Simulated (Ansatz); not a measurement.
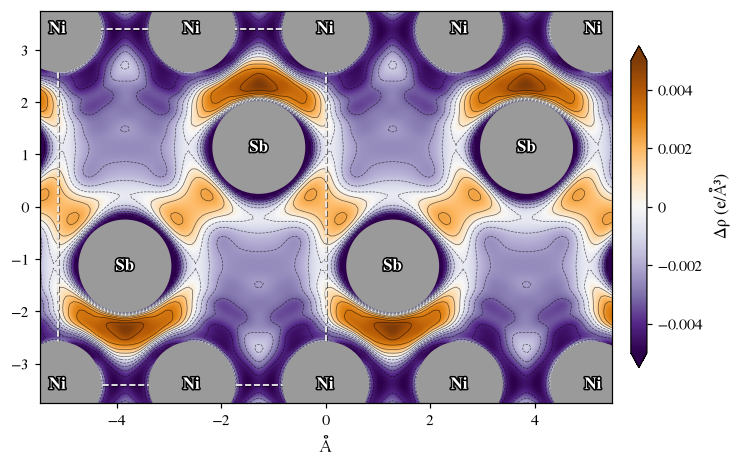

NiSb: difference of two self-consistent densities at the same geometry, ρ(r2SCAN) − ρ(PBE), on the (110) plane of the conventional cell. Grey discs cover the cores, where the PAW densities can't be compared. Cores are masked to 0.8 Å (Ni) and 0.9 Å (Sb).

Space group P6_3/mmc; spin-polarised. Spin-orbit coupling, left out here, splits and shifts the levels of such heavy elements, by tenths of an eV up to several eV.

Both runs: Ansatz, scalar-relativistic, plane waves and PAW, same cutoff, k-points and PAW files (made with PBE).

### What differs between the two levels of theory?

Against PBE, and outside the masked cores, the largest gain, 0.005 e/Å³, lies 1.2 Å from an antimony nucleus and 1.7 Å from a nickel one, and the largest loss lies at the edge of the masked core of Sb.
- Bader charges are Ni −0.25 and Sb +0.25 e with PBE and Ni −0.20 and Sb +0.20 e with r2SCAN.
- At this volume the pressure is 4 GPa with PBE and 0 GPa with r2SCAN.

Run times: 100 s (r2SCAN) and 86 s (base cell), on 2 threads of Arm Neoverse N1, on a shared host.
